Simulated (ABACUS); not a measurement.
**Cr: 7 runs along one coordinate**

System: Cr (1 atom in the cell).
Method: Kohn-Sham DFT of a periodic cell, PBE, PseudoDojo NC SR 0.4.1 PBE standard, spin-polarised (ABACUS 3.10.1).

The 7 runs differ only in the geometry, by an even scaling of the cell at fixed fractional positions. The structure derives from a Materials Project entry.

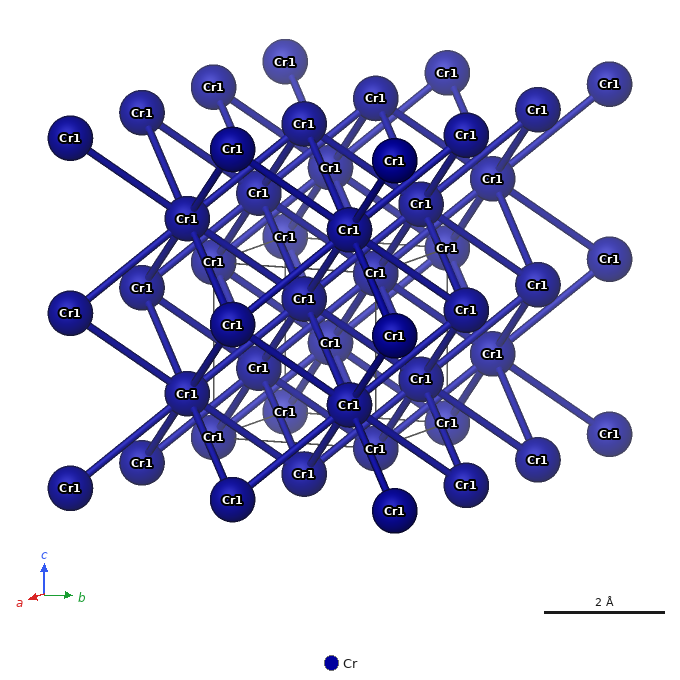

Figure 1. The structure of run 4 (ball-and-stick view of the cell 2 times as large as that of the calculation, set on its symmetry axes, repeated 3 × 2 × 2, seen slightly off an axis; atoms are numbered from 1 in the order of the input).

**The input of run 4**
```
INPUT_PARAMETERS
suffix              Cr
calculation         scf
basis_type          pw
pseudo_dir          ./
symmetry            1
dft_functional      pbe
ecutwfc             95
pseudo_rcut         10
nspin               2
nbands              13
ks_solver           dav
smearing_method     fd
smearing_sigma      0.00367493
scf_thr             1e-08
scf_nmax            100
mixing_type         broyden
mixing_beta         0.4
cal_force           1
cal_stress          1
kpar                4
```

**File STRU of run 4**
```
ATOMIC_SPECIES
Cr 51.9961 Cr.upf

LATTICE_CONSTANT
1.8897261246

LATTICE_VECTORS
-1.4844496776 1.4844496776 1.4844496776
1.4844496776 -1.4844496776 1.4844496776
1.4844496776 1.4844496776 -1.4844496776

ATOMIC_POSITIONS
Direct

Cr
0.0
1
0.0000000000 0.0000000000 0.0000000000 1 1 1 mag 3
```

**File KPT of run 4**
```
K_POINTS
0
Gamma
12 12 12 0 0 0
```

Command:
```bash
OMP_NUM_THREADS=1 mpirun -np 4 abacus > log
```

Run 6 differs from it as follows:
```diff
--1.4844496776 1.4844496776 1.4844496776
-1.4844496776 -1.4844496776 1.4844496776
-1.4844496776 1.4844496776 -1.4844496776
+-1.5039841504 1.5039841504 1.5039841504
+1.5039841504 -1.5039841504 1.5039841504
+1.5039841504 1.5039841504 -1.5039841504
```

**Results, with one run withheld**

| run | volume per atom (Å³) | free energy per atom, from the lowest run given (meV) | pressure (GPa) |
| --- | --- | --- | --- |
| 1 | 12.299 | 0.00 | −14.31 |
| 2 | 12.561 | 26.55 | −18.24 |
| 3 | 12.823 | 59.16 | −21.72 |
| 4 | 13.084 | 97.14 | −24.81 |
| 5 | 13.346 | 139.84 | −27.54 |
| 6 | 13.608 | ? | ? |
| 7 | 13.870 | 237.33 | −32.06 |

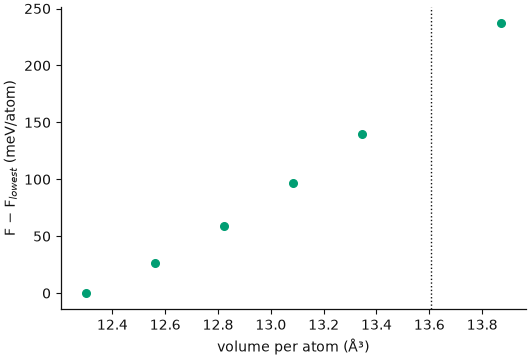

Figure 2. Free energy per atom of the runs given; the dotted line marks run 6.

Estimate the energy of run 6 from the others.

A cubic polynomial in V^(−2/3) (the Birch–Murnaghan form), fitted to the 6 runs given, misses them by at most 0.04 meV per atom. With x = V^(−2/3) − 0.18106 Å⁻², it reads F = 81.36 − 15831 x + 5.2863e+05 x² + 9.7018e+05 x³ (meV per atom). At run 6 it gives 186.78 meV per atom, and the run itself gives 186.74. The slope of the fit gives a pressure −dF/dV of −29.85 GPa there, and the run prints −29.95 GPa. The two needn't agree exactly: the fit is approximate, and the printed stress is taken on a finite basis. The fit has no minimum inside this range.

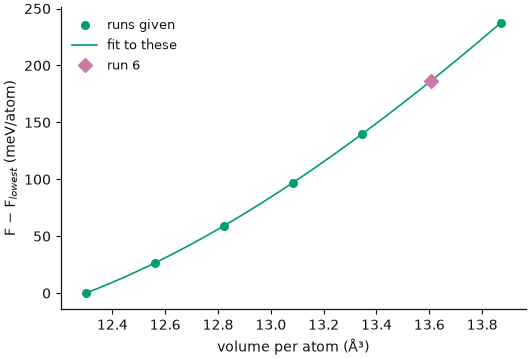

Figure 3. The fit and the withheld run.

**Some lines of the output (run 6)**
```
[...]
 E_Fermi        1.3371146916         18.1923786855
 E_Fermi        1.2006680087         16.3359263253
 E_Fermi        1.1894803916         16.1837109854
 E_Fermi        1.1892076789         16.1800005378
 E_Fermi        1.1871542630         16.1520623822
 E_Fermi        1.1866667227         16.1454290563
 E_Fermi        1.1866131426         16.1447000611
 E_Fermi        1.1866890361         16.1457326446
 E_KS(sigma->0) -177.9872179287      -2421.6403349983
 E_Fermi        1.1866664111         16.1454248165
 final etot is -2421.6437281 eV
 EFERMI = 16.145424816 eV
 TOTAL-PRESSURE: -299.463021 KBAR
 !FINAL_ETOT_IS -2421.6437281365297167 eV
```
